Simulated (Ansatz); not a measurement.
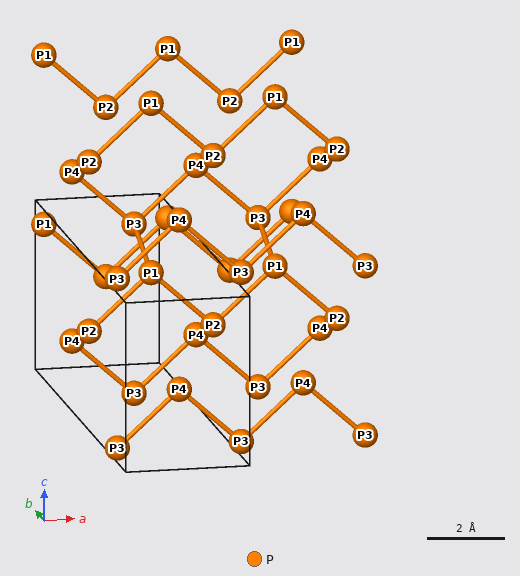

The starting point is crystalline P (set up in Cmce). A ball-and-stick model of the conventional cell (2 times the calculation's cell), repeated 2 × 1 × 2 with one cell outlined, seen slightly off an axis. Lengths and directions refer to the drawn axes.

Method: Ansatz 0.2.0, DFT PBE, scalar-relativistic, plane waves, PAW. Set-up: plane-wave cutoff 420 eV; occupations gaussian; no spin polarisation. The k-mesh is chosen for each cell (12×12×8, 10×10×12). Smearing widths differ between the runs.

Now this is done to it. Every phosphorus atom is replaced by silicon, which gives Si. Cell and atoms are relaxed again (to zero pressure within 0.1 GPa, forces under 0.01 eV/Å).

### Predict the response.

The volume per atom goes from 21.28 to 16.93 Å³. The drawn cell changes as follows: a 3.310 → 4.793 Å (+44.8 %), b 11.285 → 7.571 Å (−32.9 %), c 4.558 → 3.733 Å (−18.1 %); the volume changes by −20.4 %. The space group stays Cmce (No. 64). The gap on the k-mesh of 0.12 eV closes: the variant is metallic.

Drawn alike, the variant:

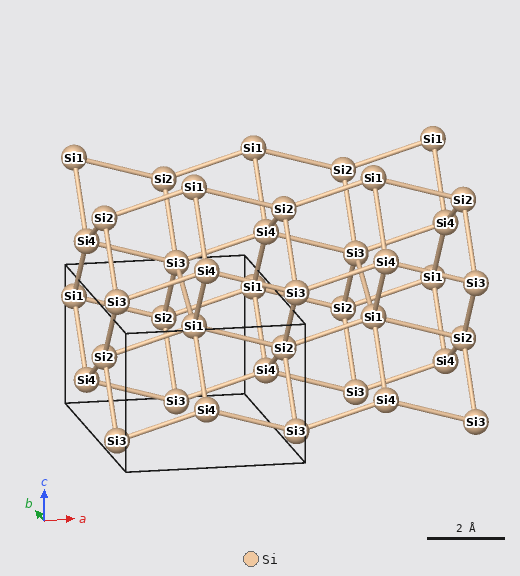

Limits of the set-up: layers or molecules are held without a dispersion correction, so their spacing is unreliable.
